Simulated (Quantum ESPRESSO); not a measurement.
## MoP: band-structure run (part 1 of 3)

The run: band-structure run of MoP (2 atoms in the cell). Method and program: Kohn-Sham DFT of a periodic cell, PBE, spin-orbit coupling, PseudoDojo 0.4 FR PBE standard, no spin polarisation (Quantum ESPRESSO 7.5).

The structure derives from an entry of the Crystallography Open Database.

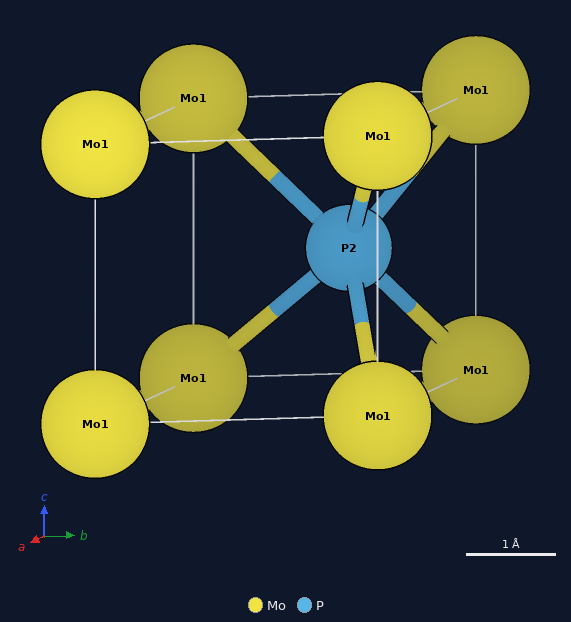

**Figure 1.** The input geometry (ball-and-stick view of the cell of the calculation, seen slightly off an axis; atoms are numbered from 1 in the order of the input). An atom can appear more than once, as a periodic image. Near neighbours in the periodic cell (some may lie outside the picture): Mo has 6 P at 2.45 Å; P has 6 Mo at 2.45 Å.

The input
```
&CONTROL
  calculation = 'scf'
  prefix = 'pwscf'
  outdir = './tmp'
  pseudo_dir = './pseudo'
  tprnfor = .true.
  tstress = .true.
  disk_io = 'low'
/
&SYSTEM
  ibrav = 0
  celldm(1) = 8
  nat = 2
  ntyp = 2
  ecutwfc = 80
  nbnd = 32
  occupations = 'smearing'
  smearing = 'fd'
  degauss = 0.00367493
  noncolin = .true.
  lspinorb = .true.
/
&ELECTRONS
  conv_thr = 4d-10
  electron_maxstep = 120
  mixing_beta = 0.5
/
ATOMIC_SPECIES
Mo    95.9500 Mo.upf
P     30.9738 P.upf
CELL_PARAMETERS alat
  0.7613234124586   0.0000000000000   0.0000000000000
 -0.3806617062293   0.6593254156857   0.0000000000000
  0.0000000000000   0.0000000000000   0.7537645079601
ATOMIC_POSITIONS crystal
Mo     0.0000000000    0.0000000000    0.0000000000
P      0.3333333333    0.6666666667    0.5000000000
K_POINTS automatic
10 10 8 0 0 0
```

File bands.in
```
&CONTROL
  calculation = 'bands'
  prefix = 'pwscf'
  outdir = './tmp'
  pseudo_dir = './pseudo'
  disk_io = 'low'
  verbosity = 'high'
/
&SYSTEM
  ibrav = 0
  celldm(1) = 8
  nat = 2
  ntyp = 2
  ecutwfc = 80
  nbnd = 32
  occupations = 'smearing'
  smearing = 'fd'
  degauss = 0.00367493
  noncolin = .true.
  lspinorb = .true.
/
&ELECTRONS
  conv_thr = 1d-08
  electron_maxstep = 120
  mixing_beta = 0.5
  diago_full_acc = .true.
  startingwfc = 'random'
/
ATOMIC_SPECIES
Mo    95.9500 Mo.upf
P     30.9738 P.upf
CELL_PARAMETERS alat
  0.7613234124586   0.0000000000000   0.0000000000000
 -0.3806617062293   0.6593254156857   0.0000000000000
  0.0000000000000   0.0000000000000   0.7537645079601
ATOMIC_POSITIONS crystal
Mo     0.0000000000    0.0000000000    0.0000000000
P      0.3333333333    0.6666666667    0.5000000000
K_POINTS crystal
60
 0.0000000000  0.0000000000  0.0000000000 1
 0.0833333333  0.0000000000  0.0000000000 1
 0.1666666667  0.0000000000  0.0000000000 1
 0.2500000000  0.0000000000  0.0000000000 1
 0.3333333333  0.0000000000  0.0000000000 1
 0.4166666667  0.0000000000  0.0000000000 1
 0.5000000000  0.0000000000  0.0000000000 1
 0.4444444444  0.1111111111  0.0000000000 1
 0.3888888889  0.2222222222  0.0000000000 1
 0.3333333333  0.3333333333  0.0000000000 1
 0.2916666667  0.2916666667  0.0000000000 1
 0.2500000000  0.2500000000  0.0000000000 1
 0.2083333333  0.2083333333  0.0000000000 1
 0.1666666667  0.1666666667  0.0000000000 1
 0.1250000000  0.1250000000  0.0000000000 1
 0.0833333333  0.0833333333  0.0000000000 1
 0.0416666667  0.0416666667  0.0000000000 1
 0.0000000000  0.0000000000  0.0000000000 1
 0.0000000000  0.0000000000  0.0833333333 1
 0.0000000000  0.0000000000  0.1666666667 1
 0.0000000000  0.0000000000  0.2500000000 1
 0.0000000000  0.0000000000  0.3333333333 1
 0.0000000000  0.0000000000  0.4166666667 1
 0.0000000000  0.0000000000  0.5000000000 1
 0.0714285714  0.0000000000  0.5000000000 1
 0.1428571429  0.0000000000  0.5000000000 1
 0.2142857143  0.0000000000  0.5000000000 1
 0.2857142857  0.0000000000  0.5000000000 1
 0.3571428571  0.0000000000  0.5000000000 1
 0.4285714286  0.0000000000  0.5000000000 1
 0.5000000000  0.0000000000  0.5000000000 1
 0.4583333333  0.0833333333  0.5000000000 1
 0.4166666667  0.1666666667  0.5000000000 1
 0.3750000000  0.2500000000  0.5000000000 1
 0.3333333333  0.3333333333  0.5000000000 1
 0.2962962963  0.2962962963  0.5000000000 1
 0.2592592593  0.2592592593  0.5000000000 1
 0.2222222222  0.2222222222  0.5000000000 1
 0.1851851852  0.1851851852  0.5000000000 1
 0.1481481481  0.1481481481  0.5000000000 1
 0.1111111111  0.1111111111  0.5000000000 1
 0.0740740741  0.0740740741  0.5000000000 1
 0.0370370370  0.0370370370  0.5000000000 1
 0.0000000000  0.0000000000  0.5000000000 1
 0.5000000000  0.0000000000  0.5000000000 1
 0.5000000000  0.0000000000  0.4285714286 1
 0.5000000000  0.0000000000  0.3571428571 1
 0.5000000000  0.0000000000  0.2857142857 1
 0.5000000000  0.0000000000  0.2142857143 1
 0.5000000000  0.0000000000  0.1428571429 1
 0.5000000000  0.0000000000  0.0714285714 1
 0.5000000000  0.0000000000  0.0000000000 1
 0.3333333333  0.3333333333  0.0000000000 1
 0.3333333333  0.3333333333  0.0714285714 1
 0.3333333333  0.3333333333  0.1428571429 1
 0.3333333333  0.3333333333  0.2142857143 1
 0.3333333333  0.3333333333  0.2857142857 1
 0.3333333333  0.3333333333  0.3571428571 1
 0.3333333333  0.3333333333  0.4285714286 1
 0.3333333333  0.3333333333  0.5000000000 1
```

Run on 1 thread of Arm Neoverse V1, 24 GiB of memory available, shared host.

Run as:
```bash
OMP_NUM_THREADS=1 pw.x -in pw.in > pw.out
OMP_NUM_THREADS=1 pw.x -in bands.in > bands.out
```

What the program printed
```
This program is part of the open-source Quantum ESPRESSO suite
     for quantum simulation of materials; please cite
         "P. Giannozzi et al., J. Phys.:Condens. Matter 21 395502 (2009);
         "P. Giannozzi et al., J. Phys.:Condens. Matter 29 465901 (2017);
         "P. Giannozzi et al., J. Chem. Phys. 152 154105 (2020);
          URL
     in publications or presentations arising from this work. More details at

     Message from routine setup:
     using ibrav=0 with symmetry is DISCOURAGED, use correct ibrav instead

     G-vector sticks info
     --------------------
     sticks:   dense  smooth     PW     G-vecs:    dense   smooth      PW
     Sum         823     823    253                18737    18737    3055

     Using Slab Decomposition

     bravais-lattice index     =            0
     lattice parameter (alat)  =       8.0000  a.u.
     unit-cell volume          =     193.7201 (a.u.)^3
     number of atoms/cell      =            2
     number of atomic types    =            2
     number of electrons       =        19.00
     number of Kohn-Sham states=           32
     kinetic-energy cutoff     =      80.0000  Ry
     charge density cutoff     =     320.0000  Ry
     scf convergence threshold =      4.0E-10
     mixing beta               =       0.5000
     number of iterations used =            8  plain     mixing
     Exchange-correlation= PBE
                           (   1   4   3   4   0   0   0)
     Non magnetic calculation with spin-orbit

     celldm(1)=   8.000000  celldm(2)=   0.000000  celldm(3)=   0.000000
     celldm(4)=   0.000000  celldm(5)=   0.000000  celldm(6)=   0.000000

     crystal axes: (cart. coord. in units of alat)
               a(1) = (   0.761323   0.000000   0.000000 )
               a(2) = (  -0.380662   0.659325   0.000000 )
               a(3) = (   0.000000   0.000000   0.753765 )

     reciprocal axes: (cart. coord. in units 2 pi/alat)
               b(1) = (  1.313502  0.758351 -0.000000 )
               b(2) = (  0.000000  1.516702  0.000000 )
               b(3) = (  0.000000 -0.000000  1.326674 )

     PseudoPot. # 1 for Mo read from file:
     Mo.upf
     Pseudo is Norm-conserving + core correction, Zval = 14.0
     Generated using ONCVPSP code by D. R. Hamann
     Using radial grid of 1640 points, 10 beta functions with:
                l(1) =   0
                l(2) =   0
                l(3) =   1
                l(4) =   1
                l(5) =   1
                l(6) =   1
                l(7) =   2
                l(8) =   2
                l(9) =   2
               l(10) =   2

     PseudoPot. # 2 for P  read from file:
     P.upf
     Pseudo is Norm-conserving + core correction, Zval =  5.0
     Generated using ONCVPSP code by D. R. Hamann
     Using radial grid of 1298 points, 10 beta functions with:
                l(1) =   0
                l(2) =   0
                l(3) =   1
                l(4) =   1
                l(5) =   1
                l(6) =   1
                l(7) =   2
                l(8) =   2
                l(9) =   2
               l(10) =   2

     atomic species   valence    mass     pseudopotential
     Mo               14.00    95.95000     Mo( 1.00)
     P                 5.00    30.97380     P ( 1.00)

     12 Sym. Ops. (no inversion) found

   Cartesian axes

     site n.     atom                  positions (alat units)
         1        Mo     tau(   1) = (   0.0000000   0.0000000   0.0000000  )
         2        P      tau(   2) = (  -0.0000000   0.4395503   0.3768823  )

     number of k points=    70  Fermi-Dirac smearing, width (Ry)=  0.0037
                       cart. coord. in units 2pi/alat
        k(    1) = (   0.0000000   0.0000000   0.0000000), wk =   0.0012500
        k(    2) = (   0.0000000   0.0000000   0.1658343), wk =   0.0025000
        k(    3) = (   0.0000000   0.0000000   0.3316686), wk =   0.0025000
        k(    4) = (   0.0000000   0.0000000   0.4975029), wk =   0.0025000
        k(    5) = (   0.0000000   0.0000000  -0.6633371), wk =   0.0012500
        k(    6) = (   0.0000000   0.1516702   0.0000000), wk =   0.0075000
        k(    7) = (   0.0000000   0.1516702   0.1658343), wk =   0.0150000
        k(    8) = (   0.0000000   0.1516702   0.3316686), wk =   0.0150000
        k(    9) = (   0.0000000   0.1516702   0.4975029), wk =   0.0150000
        k(   10) = (   0.0000000   0.1516702  -0.6633371), wk =   0.0075000
        k(   11) = (   0.0000000   0.3033403   0.0000000), wk =   0.0075000
        k(   12) = (   0.0000000   0.3033403   0.1658343), wk =   0.0150000
        k(   13) = (   0.0000000   0.3033403   0.3316686), wk =   0.0150000
        k(   14) = (   0.0000000   0.3033403   0.4975029), wk =   0.0150000
        k(   15) = (   0.0000000   0.3033403  -0.6633371), wk =   0.0075000
        k(   16) = (   0.0000000   0.4550105   0.0000000), wk =   0.0075000
        k(   17) = (   0.0000000   0.4550105   0.1658343), wk =   0.0150000
        k(   18) = (   0.0000000   0.4550105   0.3316686), wk =   0.0150000
        k(   19) = (   0.0000000   0.4550105   0.4975029), wk =   0.0150000
        k(   20) = (   0.0000000   0.4550105  -0.6633371), wk =   0.0075000
        k(   21) = (   0.0000000   0.6066807   0.0000000), wk =   0.0075000
        k(   22) = (   0.0000000   0.6066807   0.1658343), wk =   0.0150000
        k(   23) = (   0.0000000   0.6066807   0.3316686), wk =   0.0150000
        k(   24) = (   0.0000000   0.6066807   0.4975029), wk =   0.0150000
        k(   25) = (   0.0000000   0.6066807  -0.6633371), wk =   0.0075000
        k(   26) = (   0.0000000  -0.7583509   0.0000000), wk =   0.0037500
        k(   27) = (   0.0000000  -0.7583509   0.1658343), wk =   0.0075000
        k(   28) = (   0.0000000  -0.7583509   0.3316686), wk =   0.0075000
        k(   29) = (   0.0000000  -0.7583509   0.4975029), wk =   0.0075000
        k(   30) = (   0.0000000  -0.7583509  -0.6633371), wk =   0.0037500
        k(   31) = (   0.1313502   0.2275053   0.0000000), wk =   0.0075000
        k(   32) = (   0.1313502   0.2275053   0.1658343), wk =   0.0150000
        k(   33) = (   0.1313502   0.2275053   0.3316686), wk =   0.0150000
        k(   34) = (   0.1313502   0.2275053   0.4975029), wk =   0.0150000
        k(   35) = (   0.1313502   0.2275053  -0.6633371), wk =   0.0075000
        k(   36) = (   0.1313502   0.3791754   0.0000000), wk =   0.0150000
        k(   37) = (   0.1313502   0.3791754   0.1658343), wk =   0.0300000
        k(   38) = (   0.1313502   0.3791754   0.3316686), wk =   0.0300000
        k(   39) = (   0.1313502   0.3791754   0.4975029), wk =   0.0300000
        k(   40) = (   0.1313502   0.3791754  -0.6633371), wk =   0.0150000
        k(   41) = (   0.1313502   0.5308456   0.0000000), wk =   0.0150000
        k(   42) = (   0.1313502   0.5308456   0.1658343), wk =   0.0300000
        k(   43) = (   0.1313502   0.5308456   0.3316686), wk =   0.0300000
        k(   44) = (   0.1313502   0.5308456   0.4975029), wk =   0.0300000
        k(   45) = (   0.1313502   0.5308456  -0.6633371), wk =   0.0150000
        k(   46) = (   0.1313502   0.6825158   0.0000000), wk =   0.0150000
        k(   47) = (   0.1313502   0.6825158   0.1658343), wk =   0.0300000
        k(   48) = (   0.1313502   0.6825158   0.3316686), wk =   0.0300000
        k(   49) = (   0.1313502   0.6825158   0.4975029), wk =   0.0300000
        k(   50) = (   0.1313502   0.6825158  -0.6633371), wk =   0.0150000
        k(   51) = (   0.2627004   0.4550105   0.0000000), wk =   0.0075000
        k(   52) = (   0.2627004   0.4550105   0.1658343), wk =   0.0150000
        k(   53) = (   0.2627004   0.4550105   0.3316686), wk =   0.0150000
        k(   54) = (   0.2627004   0.4550105   0.4975029), wk =   0.0150000
        k(   55) = (   0.2627004   0.4550105  -0.6633371), wk =   0.0075000
        k(   56) = (   0.2627004   0.6066807   0.0000000), wk =   0.0150000
        k(   57) = (   0.2627004   0.6066807   0.1658343), wk =   0.0300000
        k(   58) = (   0.2627004   0.6066807   0.3316686), wk =   0.0300000
        k(   59) = (   0.2627004   0.6066807   0.4975029), wk =   0.0300000
        k(   60) = (   0.2627004   0.6066807  -0.6633371), wk =   0.0150000
        k(   61) = (   0.2627004   0.7583509   0.0000000), wk =   0.0075000
        k(   62) = (   0.2627004   0.7583509   0.1658343), wk =   0.0150000
        k(   63) = (   0.2627004   0.7583509   0.3316686), wk =   0.0150000
        k(   64) = (   0.2627004   0.7583509   0.4975029), wk =   0.0150000
        k(   65) = (   0.2627004   0.7583509  -0.6633371), wk =   0.0075000
        k(   66) = (   0.3940507   0.6825158   0.0000000), wk =   0.0075000
        k(   67) = (   0.3940507   0.6825158   0.1658343), wk =   0.0150000
        k(   68) = (   0.3940507   0.6825158   0.3316686), wk =   0.0150000
        k(   69) = (   0.3940507   0.6825158   0.4975029), wk =   0.0150000
        k(   70) = (   0.3940507   0.6825158  -0.6633371), wk =   0.0075000

     Dense  grid:    18737 G-vectors     FFT dimensions: (  36,  36,  36)

     Initial potential from superposition of free atoms

     starting charge      18.9984, renormalised to      19.0000
     Starting wfcs are   28 randomized atomic wfcs +    4 random wfcs

     Self-consistent Calculation

     iteration #  1     ecut=    80.00 Ry     beta= 0.50
     Davidson diagonalization with overlap
     ethr =  1.00E-02,  avg # of iterations =  4.5

     total energy              =    -154.39889217 Ry
     estimated scf accuracy    <       0.26405819 Ry

     iteration #  2     ecut=    80.00 Ry     beta= 0.50
     Davidson diagonalization with overlap
     ethr =  1.39E-03,  avg # of iterations =  2.1

     total energy              =    -154.46847424 Ry
     estimated scf accuracy    <       0.14506254 Ry

     iteration #  3     ecut=    80.00 Ry     beta= 0.50
     Davidson diagonalization with overlap
     ethr =  7.63E-04,  avg # of iterations =  1.6

     total energy              =    -154.49626878 Ry
     estimated scf accuracy    <       0.00307720 Ry

     iteration #  4     ecut=    80.00 Ry     beta= 0.50
     Davidson diagonalization with overlap
     ethr =  1.62E-05,  avg # of iterations =  5.2

     total energy              =    -154.49672010 Ry
     estimated scf accuracy    <       0.00006936 Ry

     iteration #  5     ecut=    80.00 Ry     beta= 0.50
     Davidson diagonalization with overlap
     ethr =  3.65E-07,  avg # of iterations =  3.5

     total energy              =    -154.49673775 Ry
     estimated scf accuracy    <       0.00000635 Ry

     iteration #  6     ecut=    80.00 Ry     beta= 0.50
     Davidson diagonalization with overlap
     ethr =  3.34E-08,  avg # of iterations =  1.9
```
